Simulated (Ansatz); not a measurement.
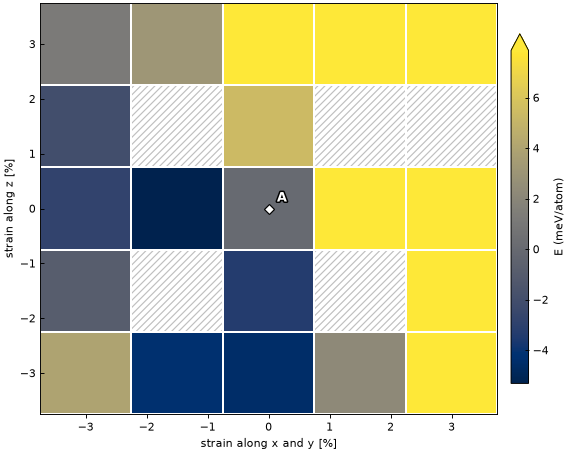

Cd (Fm-3m, No. 225; 1 atom in the cell). The cell is strained homogeneously, by one strain along x and y and another along z, with fractional coordinates fixed (x, y and z along the cube axes). First axis: strain along x and y. Second axis: strain along z. Grid: 5 × 5 points. At 5 points there is no value. Points are written as (first, second). All energies are given in meV/atom relative to the unstrained cell. The reference cell is the one listed in the database, not relaxed at this level. Theory: DFT PBEsol, scalar-relativistic, plane waves, PAW (Ansatz). Settings: cutoff 420 eV, k-mesh 18×18×18, gaussian smearing 0.15 eV, no spin polarisation.

The picture shows one coloured cell a grid point, one colour for all values above the top of the scale, hatched blanks where no value was computed, the point A.

**Which way does the force act at A, and how strong is it?**

A, at (0.0 %, 0.0 %), is not a stationary point. The computed force is 5.8 meV/atom for each 1 % towards smaller values of strain along x and y and 2.9 meV/atom for each 1 % towards smaller values of strain along z.
